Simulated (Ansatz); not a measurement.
**BN: density, localisation and related maps**

Input

```
crystal:
  lattice:
    - [2.3148041863, 0.0, 0.0]
    - [0.0, 2.3148041863, 0.0]
    - [0.0, 0.0, 2.3148041863]
  atoms:
    - { symbol: B, position: [0.0, 0.0, 0.0] }
    - { symbol: "N", position: [0.5, 0.5, 0.5] }
kpoints:
  mp_grid: { grid: [10, 10, 10] }
  band_path:
    path:
      - [0.0, 0.0, 0.0]
      - [0.0, 0.5, 0.0]
      - [0.5, 0.5, 0.0]
      - [0.5, 0.5, 0.5]
      - [0.0, 0.2, -0.5]
      - [0.3, -0.5, -0.5]
    npoints: 1
hamiltonian:
  xc: r2scan
scf:
  occupations: { method: fermi_dirac, width: 0.02 }
  n_extra_bands: 4
output:
  forces: true
  stress: true
  eigenvalues: true
  write_density: true
  write_potential: true
  elf: true
  volumetric_format: npy
```

Launched as:

```sh
ansatz run input.yaml --threads 2 --pin off --max-ram 2211MiB --backend cpu --events-out ev --progress --plain --runs-dir out
```

Below, planes, directions and counts refer to the conventional cell (a = 2.31 Å, b = 2.31 Å, c = 2.31 Å, α = 90.00°, β = 90.00°, γ = 90.00°).

Space group Pm-3m; started from the CsCl prototype, which need not be the ambient phase.

These are results of Ansatz 0.2.0, DFT, r2SCAN, plane waves, PAW, not measurements.

In a PAW calculation such maps are meaningful between the atoms, not at the nuclei.

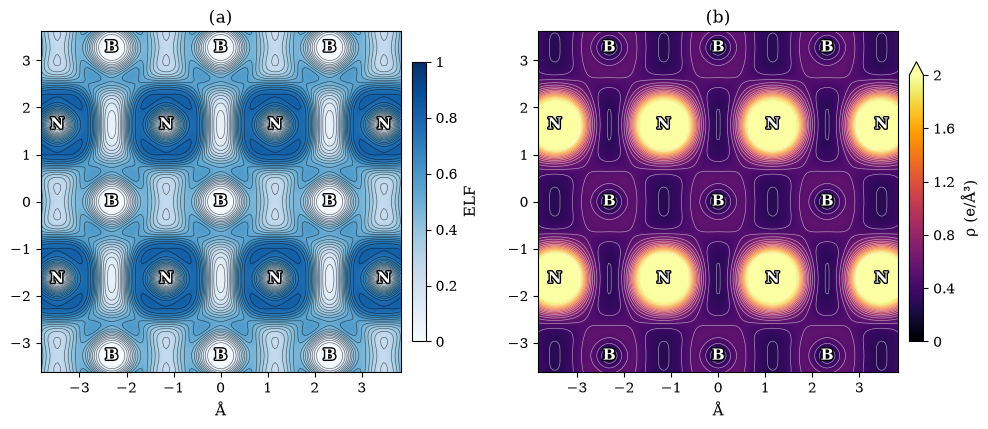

Figure 1. (a) electron localisation function; (b) valence pseudo-density on the (011) plane of the conventional cell.

> Describe what can be read from this map.

Atoms in the plane: B and N. B–N (2.00 Å): the density is about 0.54 e/Å³ at the midpoint; the ELF peaks at about 0.80 in the valence shell of N, 0.6 Å from its nucleus, and drops to about 0.55 between the two atoms. Between the atoms the lowest density in this plane is 0.29 e/Å³.

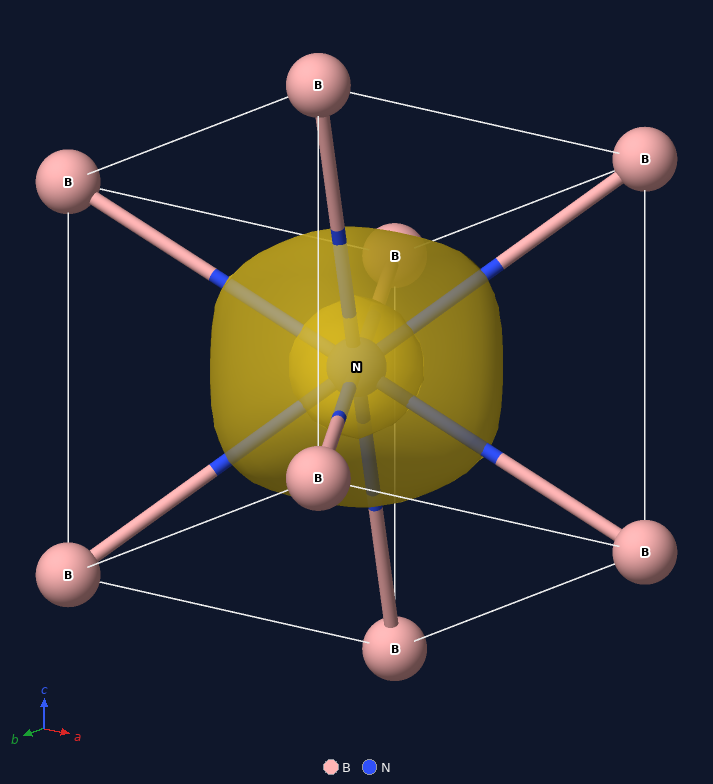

Figure 2. Isosurface of the electron localisation function at 0.65 (yellow), seen at an oblique angle. Core shells and regions of very low density are left out. Sticks mark near contacts.

> Describe the localisation domains.

The surface consists of one region wrapped around N (its valence shell), counted in one cell of 2 atoms. Regions shared between cells count once.
